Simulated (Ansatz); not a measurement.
System: a (101) slab cut from TiO$_{2}$ (I4_1/amd), ended by O planes, 24 atoms in the cell, the slab at its places in the relaxed adsorbed structure.

```cif
data_structure
_symmetry_space_group_name_H-M 'P 1'
_symmetry_Int_Tables_number 1
_cell_length_a 7.5747
_cell_length_b 5.4840
_cell_length_c 23.8679
_cell_angle_alpha 90.000
_cell_angle_beta 90.000
_cell_angle_gamma 110.201
_cell_volume 930.48
loop_
_atom_site_label
_atom_site_type_symbol
_atom_site_fract_x
_atom_site_fract_y
_atom_site_fract_z
_atom_site_occupancy
O1 O 0.15766 0.63063 0.33518 1
O2 O 0.65766 0.63063 0.33518 1
Ti1 Ti 0.06769 0.27077 0.36588 1
Ti2 Ti 0.56769 0.27077 0.36588 1
O3 O 0.29958 0.19832 0.37207 1
O4 O 0.79958 0.19832 0.37207 1
O5 O 0.47773 0.91090 0.39659 1
O6 O 0.97773 0.91090 0.39659 1
Ti3 Ti 0.20961 0.83846 0.40277 1
Ti4 Ti 0.70961 0.83846 0.40277 1
O7 O 0.11965 0.47860 0.43348 1
O8 O 0.61965 0.47860 0.43348 1
O9 O 0.22513 0.90362 0.48395 1
O10 O 0.72684 0.90392 0.48365 1
Ti5 Ti 0.13415 0.53672 0.52038 1
Ti6 Ti 0.63376 0.53508 0.52041 1
O11 O 0.36487 0.46006 0.52072 1
O12 O 0.86539 0.46109 0.52115 1
O13 O 0.54628 0.18270 0.55622 1
O14 O 0.04502 0.18234 0.55651 1
Ti7 Ti 0.26945 0.07898 0.54865 1
Ti8 Ti 0.76989 0.07815 0.54789 1
O15 O 0.19133 0.76068 0.58223 1
O16 O 0.68907 0.76096 0.58199 1
```

Method: DFT PBE+D3(BJ), scalar-relativistic, plane waves, PAW, no spin polarisation, 2×3×1 k mesh, 420 eV cutoff (Ansatz).

What does the potential across the slab give for the band edges against vacuum?

From the vacuum level at the right face the ionisation potential is 6.86 eV and the electron affinity 4.78 eV; at the left face they are 6.73 and 4.65 eV. The slab's gap, their difference before rounding, is 2.08 eV. The vacuum levels differ by 0.13 eV, so the slab carries a dipole along its normal. The outermost atoms are 5.9 Å apart, which leaves 18.0 Å of vacuum in a cell 23.9 Å high.

The atoms aren't at rest in this cell (largest force 4.6 eV/Å), so the relaxed material can differ.

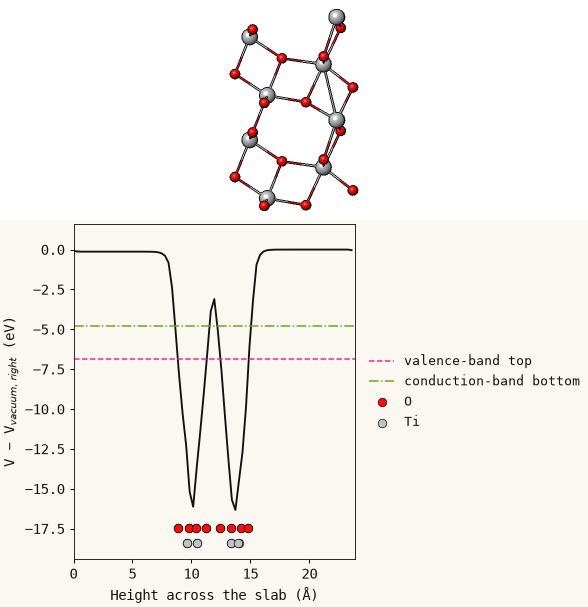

Plane-averaged electrostatic potential energy of an electron across the slab; circles at the bottom mark the heights of the atoms. The structure is drawn too.
